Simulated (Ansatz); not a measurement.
**Rh₆H: a changed input and its effect**

System: Rh₆H (slab, 14 atoms in the cell).
Method of run 1: DFT PBE, scalar-relativistic, plane waves, PAW, PAW set soft_1, no spin polarisation (Ansatz 0.2.0).

The structure derives from an entry of the Crystallography Open Database. Text and figures count atoms from 1; the logs count them from 0 in places.

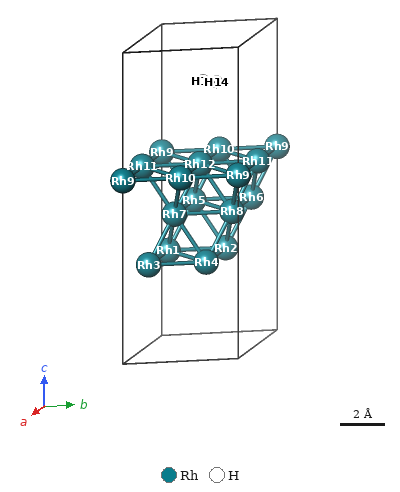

**Figure 1.** The structure (ball-and-stick view of the cell of the calculation, with the vacuum cut short, seen slightly off an axis; atoms are numbered from 1 in the order of the input). An atom can appear more than once, as a periodic image.

**Input file, run 1**
```yaml
crystal:
  lattice:
    - [5.4165863251, 0.0, 0.0]
    - [-2.7082931626, 4.6909013593, 0.0]
    - [0.0, 0.0, 22.296611923]
  atoms:
    - { symbol: Rh, position: [0.3333333333, 0.1666666667, 0.1793994538] }
    - { symbol: Rh, position: [0.3333333333, 0.6666666667, 0.1793994538] }
    - { symbol: Rh, position: [0.8333333333, 0.1666666667, 0.1793994538] }
    - { symbol: Rh, position: [0.8333333333, 0.6666666667, 0.1793994538] }
    - { symbol: Rh, position: [0.1666666667, 0.3333333333, 0.2757769167] }
    - { symbol: Rh, position: [0.1666666667, 0.8333333333, 0.2757769167] }
    - { symbol: Rh, position: [0.6666666667, 0.3333333333, 0.2757769167] }
    - { symbol: Rh, position: [0.6666666667, 0.8333333333, 0.2757769167] }
    - { symbol: Rh, position: [0.0, 0.0, 0.3721019118] }
    - { symbol: Rh, position: [0.0, 0.5, 0.3721019118] }
    - { symbol: Rh, position: [0.5, 0.0, 0.3721019118] }
    - { symbol: Rh, position: [0.5, 0.5, 0.3721019118] }
    - { symbol: H, position: [0.21535847, 0.4307169401, 0.5335614202] }
    - { symbol: H, position: [0.28464153, 0.5692830599, 0.5335614202] }
basis:
  ecutwfc: 420
kpoints:
  mp_grid: { grid: [6, 6, 1] }
hamiltonian:
  xc: pbe
  pseudopotentials: { kind: paw, azcp: { folder: soft_1 } }
scf:
  occupations: { method: gaussian, width: 0.1 }
output:
  forces: true
  eigenvalues: true
efield:
  axis: 3
  dipole_correction: true
  ramp_width: 0.04
```

Command:
```bash
ansatz run input.yaml --threads 4 --pin off --max-ram 12288MiB --backend cpu --events-out ev --progress --plain --runs-dir out
```

Hardware: 4 threads of Arm Neoverse N1, 98 GiB of memory available, shared host.

**Output, shortened to warnings, some set-up lines, iterations and results (run 1)**
```
Basis set: ecut = 420 eV, 11049 PW (Γ), exchange–correlation on 80×80×300 points (8 copies of the dense FFT grid, shifted against one another)
Symmetry: 2 space group operations
k-points: 13 of 36 (time reversal used)
[...]
SCF iter   1: F=—  HF=-76866.445363 eV  |F-HF|=—  |Δ(HF+E_count)|=         —  Δρ=5.91e-2  dr2=2.05e1  ethr=3.10e-3  p=0.000 e·Å  D=1.97e-7 V/Å  ΔV_dip=-0.00 eV  …
SCF iter   2: F=—  HF=-76869.506167 eV  |F-HF|=—  |Δ(HF+E_count)|=    3.06e0  Δρ=6.83e-2  dr2=3.20e1  ethr=3.10e-3  p=0.034 e·Å  D=1.10e-2 V/Å  ΔV_dip=-0.24 eV  …
SCF iter   3: F=—  HF=-76860.408463 eV  |F-HF|=—  |Δ(HF+E_count)|=    9.10e0  Δρ=8.75e-3  dr2=3.78e-1  ethr=3.10e-3  p=0.031 e·Å  D=9.81e-3 V/Å  ΔV_dip=-0.22 eV  …
SCF iter   4: F=—  HF=-76860.344568 eV  |F-HF|=—  |Δ(HF+E_count)|=   6.39e-2  Δρ=2.30e-3  dr2=3.21e-2  ethr=1.83e-4  p=0.014 e·Å  D=4.56e-3 V/Å  ΔV_dip=-0.10 eV  …
SCF iter   5: F=—  HF=-76860.342328 eV  |F-HF|=—  |Δ(HF+E_count)|=   2.24e-3  Δρ=6.49e-4  dr2=3.51e-3  ethr=1.56e-5  p=0.011 e·Å  D=3.52e-3 V/Å  ΔV_dip=-0.08 eV  …
SCF iter   6: F=—  HF=-76860.343873 eV  |F-HF|=—  |Δ(HF+E_count)|=   1.55e-3  Δρ=2.82e-4  dr2=1.42e-3  ethr=1.70e-6  p=0.009 e·Å  D=2.84e-3 V/Å  ΔV_dip=-0.06 eV  …
SCF iter   7: F=—  HF=-76860.343863 eV  |F-HF|=—  |Δ(HF+E_count)|=   1.01e-5  Δρ=1.41e-4  dr2=3.26e-4  ethr=6.89e-7  p=0.008 e·Å  D=2.61e-3 V/Å  ΔV_dip=-0.06 eV  …
SCF iter   8: F=—  HF=-76860.343852 eV  |F-HF|=—  |Δ(HF+E_count)|=   1.09e-5  Δρ=4.17e-5  dr2=1.80e-5  ethr=1.58e-7  p=0.008 e·Å  D=2.69e-3 V/Å  ΔV_dip=-0.06 eV  …
SCF iter   9: F=—  HF=-76860.344329 eV  |F-HF|=—  |Δ(HF+E_count)|=   4.77e-4  Δρ=1.45e-5  dr2=4.35e-6  ethr=8.75e-9  p=0.009 e·Å  D=2.72e-3 V/Å  ΔV_dip=-0.06 eV  …
SCF iter  10: F=—  HF=-76860.344331 eV  |F-HF|=—  |Δ(HF+E_count)|=   1.88e-6  Δρ=5.85e-6  dr2=3.41e-7  ethr=2.11e-9  p=0.009 e·Å  D=2.73e-3 V/Å  ΔV_dip=-0.06 eV  …
SCF iter  11: F=-76860.344331 eV  HF=-76860.344331 eV  |F-HF|=1.98e-8  |Δ(HF+E_count)|=   3.82e-7  Δρ=2.33e-6  dr2=5.20e-8  ethr=4.85e-11  p=0.009 e·Å  D=2.74e-3 V/Å  …
SCF 1 converged in 11 iterations: F = -76860.344331 eV  dr2 = 5.20e-8
SCF converged after 11 iterations
Free energy (F): -76860.344331 eV
Harris-Foulkes:  -76860.344331 eV  (|F-HF|=1.98e-8)
Internal energy: -76860.239124 eV  (E = F + TS)
E sigma→0 (E₀):  -76860.291727 eV
Entropy (-TS):   -0.105207 eV (-7.515 meV/atom)
Fermi energy:    3.032619 eV
Dipole field:    D = 0.002727 V/Å  (p = 0.008536 e·Å, saw-weighted, corrected)
Work function:   Φ+ = 5.0325 eV   Φ− = 5.0933 eV
Levels:          The Fermi level and band energies are counted from a zero that moves with the ramp; work functions are not
--- Per-component energies (eV) ---
  E_band       = -4914.974316
  E_kinetic    = 6459.799507
  E_local      = -303560.141632  (includes V_loc(G=0)·N_el)
  E_nonlocal   = 3589.915715
  E_hartree    = 147555.878174
  E_xc         = -2427.561930
  E_vxc        = -3045.192733  (∫ρ·V_xc dr)
  E_paw        = -43243.684507  (= ΣΔE_a)
  E_vpaw       = -3472.050151  (= ΣTr[D̂ρ^β])
  E_aug_tail   = -0.001925  (compensation charges beyond the density's cutoff)
  E_efield     = 0.000012  (sawtooth field / dipole correction)
  E_vefield    = 0.979561  (∫n·V_field dr)
  E_ewald      = 114765.557461
  E_smearing   = -0.105207  (= −TS)
  E_closure    = -0.000000  (closes the sum)
  Σ components = -76860.344331   (vs F -76860.344331, Δ=0.00e0)
--- Forces (eV/Å), atoms counted from 1 ---
  atom   1  Rh     0.00256092     0.00147464    -0.00844777
  atom   2  Rh     0.00000000    -0.00049618    -0.00773487
  atom   3  Rh    -0.00256092     0.00147464    -0.00844777
  atom   4  Rh     0.00000000    -0.00233291    -0.00754819
  atom   5  Rh     0.00000000    -0.00283195    -0.01491118
  atom   6  Rh     0.00009460     0.00221391    -0.00951850
  atom   7  Rh     0.00000000    -0.00136919    -0.00881632
  atom   8  Rh    -0.00009460     0.00221391    -0.00951850
  atom   9  Rh     0.00000000    -0.00433418     0.00942572
  atom  10  Rh    -0.00266825     0.00191863     0.01476392
  atom  11  Rh    -0.00000000     0.00026082     0.01239826
  atom  12  Rh     0.00266825     0.00191863     0.01476392
  atom  13  H      0.00000000    -4.85520003     0.01186717
  atom  14  H     -0.00000000     4.85508914     0.01176095
  max |Σ_I F_I| component: 3.68e-5 eV/Å
```

The input of run 2 differs as follows (lines with − go, lines with + come):
```diff
-    - { symbol: H, position: [0.21535847, 0.4307169401, 0.5335614202] }
-    - { symbol: H, position: [0.28464153, 0.5692830599, 0.5335614202] }
+    - { symbol: H, position: [0.21535847, 0.4307169401, 0.4887115567] }
+    - { symbol: H, position: [0.28464153, 0.5692830599, 0.4887115567] }
```

Predict how the results change.

With the same functional and potentials, run 2 lies 7.7 meV per atom higher. The largest force goes from 4.855 to 4.978 eV/Å. The work function goes from 5.03 to 4.73 eV. The SCF takes 12 iterations against 11.

**Output, shortened to warnings, some set-up lines, iterations and results (run 2)**
```
Basis set: ecut = 420 eV, 11049 PW (Γ), exchange–correlation on 80×80×300 points (8 copies of the dense FFT grid, shifted against one another)
Symmetry: 2 space group operations
k-points: 13 of 36 (time reversal used)
[...]
SCF iter   1: F=—  HF=-76866.268562 eV  |F-HF|=—  |Δ(HF+E_count)|=         —  Δρ=5.91e-2  dr2=2.04e1  ethr=3.10e-3  p=-0.000 e·Å  D=-2.77e-6 V/Å  ΔV_dip=0.00 eV  …
SCF iter   2: F=—  HF=-76869.451553 eV  |F-HF|=—  |Δ(HF+E_count)|=    3.18e0  Δρ=6.82e-2  dr2=3.24e1  ethr=3.10e-3  p=0.115 e·Å  D=3.69e-2 V/Å  ΔV_dip=-0.82 eV  …
SCF iter   3: F=—  HF=-76860.347536 eV  |F-HF|=—  |Δ(HF+E_count)|=    9.10e0  Δρ=1.01e-2  dr2=5.70e-1  ethr=3.10e-3  p=0.089 e·Å  D=2.84e-2 V/Å  ΔV_dip=-0.63 eV  …
SCF iter   4: F=—  HF=-76860.240186 eV  |F-HF|=—  |Δ(HF+E_count)|=   1.07e-1  Δρ=2.88e-3  dr2=5.44e-2  ethr=2.77e-4  p=0.068 e·Å  D=2.16e-2 V/Å  ΔV_dip=-0.48 eV  …
SCF iter   5: F=—  HF=-76860.234012 eV  |F-HF|=—  |Δ(HF+E_count)|=   6.17e-3  Δρ=6.86e-4  dr2=3.50e-3  ethr=2.64e-5  p=0.061 e·Å  D=1.94e-2 V/Å  ΔV_dip=-0.43 eV  …
SCF iter   6: F=—  HF=-76860.235383 eV  |F-HF|=—  |Δ(HF+E_count)|=   1.37e-3  Δρ=2.66e-4  dr2=1.42e-3  ethr=1.70e-6  p=0.053 e·Å  D=1.69e-2 V/Å  ΔV_dip=-0.38 eV  …
SCF iter   7: F=—  HF=-76860.235471 eV  |F-HF|=—  |Δ(HF+E_count)|=   8.74e-5  Δρ=1.59e-4  dr2=3.79e-4  ethr=6.90e-7  p=0.051 e·Å  D=1.62e-2 V/Å  ΔV_dip=-0.36 eV  …
SCF iter   8: F=—  HF=-76860.235456 eV  |F-HF|=—  |Δ(HF+E_count)|=   1.51e-5  Δρ=4.26e-5  dr2=2.76e-5  ethr=1.84e-7  p=0.050 e·Å  D=1.60e-2 V/Å  ΔV_dip=-0.36 eV  …
SCF iter   9: F=—  HF=-76860.235932 eV  |F-HF|=—  |Δ(HF+E_count)|=   4.76e-4  Δρ=1.71e-5  dr2=9.28e-6  ethr=1.34e-8  p=0.050 e·Å  D=1.60e-2 V/Å  ΔV_dip=-0.36 eV  …
SCF iter  10: F=—  HF=-76860.235933 eV  |F-HF|=—  |Δ(HF+E_count)|=   8.95e-7  Δρ=6.53e-6  dr2=1.20e-6  ethr=4.50e-9  p=0.050 e·Å  D=1.60e-2 V/Å  ΔV_dip=-0.36 eV  …
SCF iter  11: F=—  HF=-76860.235933 eV  |F-HF|=—  |Δ(HF+E_count)|=   3.77e-7  Δρ=2.50e-6  dr2=1.13e-7  ethr=5.83e-10  p=0.050 e·Å  D=1.60e-2 V/Å  ΔV_dip=-0.36 eV  …
SCF iter  12: F=-76860.235934 eV  HF=-76860.235933 eV  |F-HF|=2.47e-8  |Δ(HF+E_count)|=   2.73e-7  Δρ=7.27e-7  dr2=6.34e-9  ethr=4.85e-11  p=0.050 e·Å  D=1.60e-2 V/Å  …
SCF 1 converged in 12 iterations: F = -76860.235934 eV  dr2 = 6.34e-9
SCF converged after 12 iterations
Free energy (F): -76860.235934 eV
Harris-Foulkes:  -76860.235933 eV  (|F-HF|=2.47e-8)
Internal energy: -76860.132157 eV  (E = F + TS)
E sigma→0 (E₀):  -76860.184045 eV
Entropy (-TS):   -0.103776 eV (-7.413 meV/atom)
Fermi energy:    3.149687 eV
Dipole field:    D = 0.016051 V/Å  (p = 0.050252 e·Å, saw-weighted, corrected)
Work function:   Φ+ = 4.7348 eV   Φ− = 5.0926 eV
Levels:          The Fermi level and band energies are counted from a zero that moves with the ramp; work functions are not
--- Per-component energies (eV) ---
  E_band       = -4892.360913
  E_kinetic    = 6460.808884
  E_local      = -305117.397246  (includes V_loc(G=0)·N_el)
  E_nonlocal   = 3590.198731
  E_hartree    = 148343.919406
  E_xc         = -2427.910463
  E_vxc        = -3045.689663  (∫ρ·V_xc dr)
  E_paw        = -43243.832377  (= ΣΔE_a)
  E_vpaw       = -3472.243997  (= ΣTr[D̂ρ^β])
  E_aug_tail   = -0.002096  (compensation charges beyond the density's cutoff)
  E_efield     = 0.000403  (sawtooth field / dipole correction)
  E_vefield    = 4.146088  (∫n·V_field dr)
  E_ewald      = 115534.082601
  E_smearing   = -0.103776  (= −TS)
  E_closure    = 0.000000  (closes the sum)
  Σ components = -76860.235934   (vs F -76860.235934, Δ=0.00e0)
--- Forces (eV/Å), atoms counted from 1 ---
  atom   1  Rh     0.02669184     0.01463562    -0.00653886
  atom   2  Rh     0.00000000    -0.00554963     0.00153388
  atom   3  Rh    -0.02669184     0.01463562    -0.00653886
  atom   4  Rh     0.00000000    -0.01962996     0.00275351
  atom   5  Rh     0.00000000    -0.02688181    -0.06945756
  atom   6  Rh    -0.00104336     0.01857726    -0.02034651
  atom   7  Rh     0.00000000    -0.00102592     0.01547661
  atom   8  Rh     0.00104336     0.01857726    -0.02034651
  atom   9  Rh     0.00000000    -0.05500949    -0.05675469
  atom  10  Rh    -0.04528821     0.01227369    -0.02970816
  atom  11  Rh    -0.00000000     0.02095410    -0.03001030
  atom  12  Rh     0.04528821     0.01227369    -0.02970816
  atom  13  H      0.00000000    -4.97687839     0.12529695
  atom  14  H     -0.00000000     4.97304771     0.12433381
  max |Σ_I F_I| component: 1.49e-5 eV/Å
```

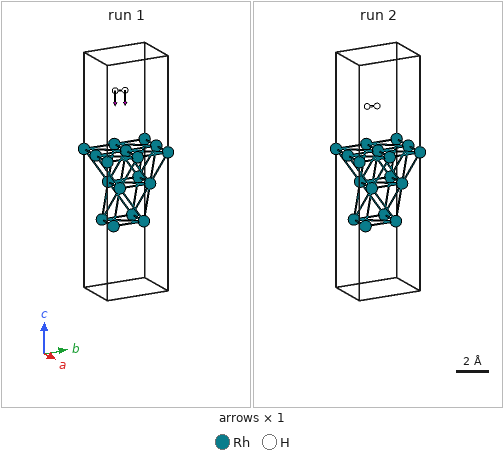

**Figure 2.** The two input geometries at one scale (ball-and-stick view of the cell of the calculation, with the vacuum cut short, seen slightly off an axis). The pink arrows on the first give the shifts of the atoms relative to the cell, at true length. The largest moves, 1.00 Å, are those of H atoms. Rh stays in place. The cell stays as it was.

**The two runs side by side**

| quantity | run 1 | run 2 |
| --- | --- | --- |
| outcome | converged | converged |
| free energy per atom (eV) | −5490.0246 | −5490.0169 |
| energy per atom, smearing taken to zero (eV) | −5490.0208 | −5490.0131 |
| gap on the mesh (eV) | 0.00 | 0.00 |
| work function (eV) | 5.03 | 4.73 |
| largest force (eV/Å) | 4.855 | 4.978 |
| SCF iterations | 11 | 12 |
| irreducible k-points | 13 | 13 |
| plane waves at Γ | 11049 | 11049 |
| wall time (shared host) | 44 s | 47 s |
